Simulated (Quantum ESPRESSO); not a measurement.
# Double well of cubic perovskite KCaCl3 along its lowest zone-centre mode, in LDA

In cubic KCaCl3 the potassium ion sits in a cage of twelve chlorides between corner-sharing CaCl6 octahedra. In the lowest zone-centre mode it moves against the chlorides, mainly those whose Ca–Cl bonds lie across the motion, while calcium hardly takes part. The frequency is imaginary, so the cubic structure gains energy when this polar displacement sets in. The frequency gives only the curvature at the start; how much is gained depends on what stops the motion. I therefore follow the energy at nine amplitudes, per atom and against the undistorted cell, and test whether a harmonic and a quartic term are enough to give the depth of the well.

## Computational details

One crystal, KCaCl3 (perovskite) (from the Materials Project, whose computed structures hold known and hypothetical phases), relaxed inside its symmetry; its lowest zone-centre mode (57i cm⁻¹ by linear response) was frozen in, to space group P4mm, with the cell and all other coordinates fixed. Program: Quantum ESPRESSO 7.5, plane waves, LDA, PseudoDojo norm-conserving potentials, scalar-relativistic, no spin-orbit coupling, no spin. Plane-wave runs: cutoff 1075 eV; k meshes with a least product of divisions and cell-vector length from 20 to 21 Å; fixed occupations. The tabled runs alone: cutoff 1075 eV, k length 21 Å, k mesh 4×4×4.

Notes on method and selection:

- For E = aQ² + bQ⁴ the ratio E/Q² is a straight line in Q²; a = ω²/2 divided by the 5 atoms of the primitive cell, and for a < 0 the minimum lies at Q² = −a/(2b) with depth a²/(4b).
- Strain and secondary modes are held, so a relaxed phase lies deeper; the depth is very sensitive to volume, which LDA puts low.
- The values come from displaced cells, with forces on their atoms.
- The displaced cells are five-atom primitive cells with the same cutoff and k mesh as the phonon run on the parent cell.
- Runs that did not converge, have known faults or may not be shown are not listed, and runs on Ansatz's PAW sets soft_1 and soft_2 are kept to separate tables.

Columns:

- Q² (u Å²): square of the mass-weighted amplitude Q of the frozen mode, per primitive cell.
- Q (u¹/2 Å): mass-weighted amplitude Q.
- largest displacement (Å): largest atomic displacement.
- energy over Q² (meV/(atom u Å²)): energy per atom over Q².
- energy (meV/atom): energy per atom against the undistorted cell.

## Numbers

```
member   Q² (u Å²)  Q (u¹/2 Å)  largest displacement (Å)  energy over Q² (meV/(atom u Å²))  energy (meV/atom)
0.067 Å  0.249      0.499       0.067                     −1.166                            −0.290
0.133 Å  0.980      0.990       0.133                     −1.131                            −1.109
0.200 Å  2.216      1.489       0.200                     −1.073                            −2.378
0.267 Å  3.949      1.987       0.267                     −0.993                            −3.920
0.333 Å  6.143      2.479       0.333                     −0.892                            −5.481
0.400 Å  8.864      2.977       0.400                     −0.770                            −6.826
0.467 Å  12.082     3.476       0.467                     −0.629                            −7.603
0.533 Å  15.738     3.967       0.533                     −0.474                            −7.460
0.600 Å  19.943     4.466       0.600                     −0.302                            −6.020
```

energy over Q² (meV/(atom u Å²)) against Q² (u Å²):

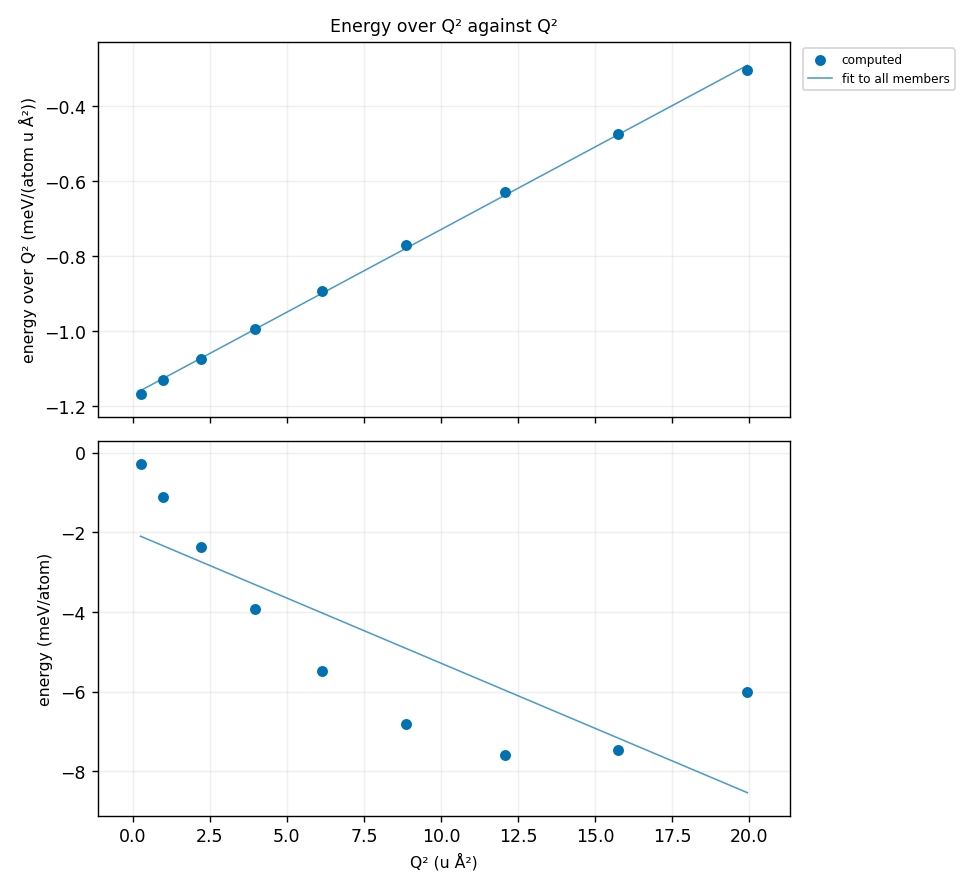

Least-squares fits to the whole series, with x = Q² (u Å²); R² and errors in the fitted variable (y, or ln y where the fit is in ln y):

```
y                                 members  fit                     R²    rms residual  leave-one-out rms  the same for the mean of the others
energy over Q² (meV/(atom u Å²))  9        y = −1.169 + 0.04406 x  1.00  0.0067        0.010              0.32
energy (meV/atom)                 9        y = −2.014 − 0.3273 x   0.67  1.5           2.3                2.9
```

## Interpretation

The energy falls to −7.603 meV/atom at 0.467 Å and has risen again to −6.020 meV/atom at 0.600 Å. Over the same rows $E/Q^2$ climbs almost linearly with $Q^2$, which is what a two-term model requires.

I derive that model from three assumptions. First, only the amplitude $Q$ changes, with the cell and all other coordinates held. Second, the cubic parent has an inversion centre, so $+Q$ and $-Q$ have the same energy and odd powers vanish. Third, powers above the fourth are negligible. This leaves

$$E = aQ^2 + bQ^4, \qquad E/Q^2 = a + bQ^2 .$$

The harmonic energy of the cell is $\omega^2Q^2/2$, so per atom $a = \omega^2/(2 \times 5)$. From $\omega = 2\pi c\nu$, a change of units gives roughly $\omega^2 \approx 0.0037\,\nu^2$ in meV/(u Å²), with $\nu$ in cm⁻¹ and a minus sign for an imaginary frequency. With this, linear response gives roughly −0.0037 × 57² / 10 = −1.2 meV/(atom u Å²). The fit to the displaced cells gives −1.169, so the two routes agree.

Setting $dE/dQ = 2aQ + 4bQ^3$ to zero gives $Q^2 = -a/(2b)$ and a depth of $a^2/(4b)$. With the fitted constants the minimum lies at 1.169 / (2 × 0.04406) = 13.27 u Å², between the rows at 0.467 and 0.533 Å. The depth is 1.169² / (4 × 0.04406) = 7.75 meV/atom, or 5 × 7.75 = 38.8 meV per formula unit.

The signs have a familiar reading in ionic crystals. Potassium is small for its cage, so short-range repulsion holds it weakly and the long-range dipole interaction can win, which makes $a$ negative. As the ion nears the chlorides on one side, repulsion rises steeply and makes $b$ positive. The energies fix the two constants but do not divide them into these contributions.

## Fixing and testing the model

I fix the two constants on the rows at 0.200 Å and 0.467 Å and leave the others as a test.

$b$ = (−0.629 + 1.073) / (12.082 − 2.216) = 0.0450 meV/(atom u² Å⁴)

$a$ = −1.073 − 0.0450 × 2.216 = −1.173 meV/(atom u Å²)

For each test row I first work out $E/Q^2$ and then multiply by $Q^2$ to get the energy.

- **0.067 Å:** −1.173 + 0.0450 × 0.249 = −1.162, and −1.162 × 0.249 = −0.289 meV/atom. The table has −0.290.
- **0.333 Å:** −1.173 + 0.0450 × 6.143 = −0.897, and −0.897 × 6.143 = −5.51 meV/atom. The table has −5.481.
- **0.533 Å:** −1.173 + 0.0450 × 15.738 = −0.465, and −0.465 × 15.738 = −7.32 meV/atom. The table has −7.460.
- **0.600 Å:** −1.173 + 0.0450 × 19.943 = −0.276, and −0.276 × 19.943 = −5.50 meV/atom. The table has −6.020.

Between the two fixing rows the model is good to a few hundredths of a meV/atom. At amplitudes above them it lies too high, by 0.14 meV/atom at 0.533 Å and by 6.020 − 5.50 = 0.52 meV/atom at 0.600 Å.

The depth suffers much less, because the minimum lies close to one of the fixing rows: 1.173² / (4 × 0.0450) = 7.64 meV/atom, against 7.75 from the fit to all nine rows. I take 7.7 meV/atom as the depth, uncertain by about 0.1 from the choice of fit.

## Departures from the trend

Largest departures from the fit to the whole series:

```
member   energy over Q² (meV/(atom u Å²))  fit     computed − fit  in rms residuals
0.600 Å  −0.302                            −0.290  −0.012          1.7
0.400 Å  −0.770                            −0.778  +0.008          1.3
0.067 Å  −1.166                            −1.158  −0.008          1.2
0.467 Å  −0.629                            −0.637  +0.008          1.1
```

The departures from the nine-row fit are small but ordered. The computed ratio lies below the line at the smallest amplitudes, above it from 0.267 to 0.533 Å, and below it again at 0.600 Å. There the miss of −0.012 in $E/Q^2$ amounts to −0.012 × 19.943 = −0.24 meV/atom.

The slope between neighbouring rows shows the same bend. It falls at every step, from (−1.131 + 1.166) / (0.980 − 0.249) = 0.048 at the start to (−0.302 + 0.474) / (19.943 − 15.738) = 0.041 at the end.

The assumption that fails is the cut at fourth order: a small negative term in $Q^6$ is missing, and the wall of the well is softer than a pure quartic. Relaxation of other modes cannot be the cause, since they were held in every row. The forces at large amplitude no longer follow the frozen pattern, so releasing those modes would lower the energy further, but that gain is absent from these numbers.

## What to take away

Up to 0.600 Å a harmonic and a quartic term describe this LDA energy well: the leave-one-out error in $E/Q^2$ is 0.010, against 0.32 for the mean of the others. The well is about 7.7 meV/atom deep for displacement along one cubic axis; other directions of this threefold degenerate mode may differ.

The largest omission is probably the tilting of the CaCl6 octahedra, which a five-atom cell cannot hold. KCaCl3 is indeed a tilted perovskite at room temperature, so the well found here is not the way to its stable structure. The volume matters too. LDA makes the cell too small, and a larger cage would normally deepen the polar well, whose depth is very sensitive to volume.

[Logs are printed without paths, hosts, clocks, repeated set-up lines and the standing remarks that a program may print on its own settings, such as how far it seeks lower states.]
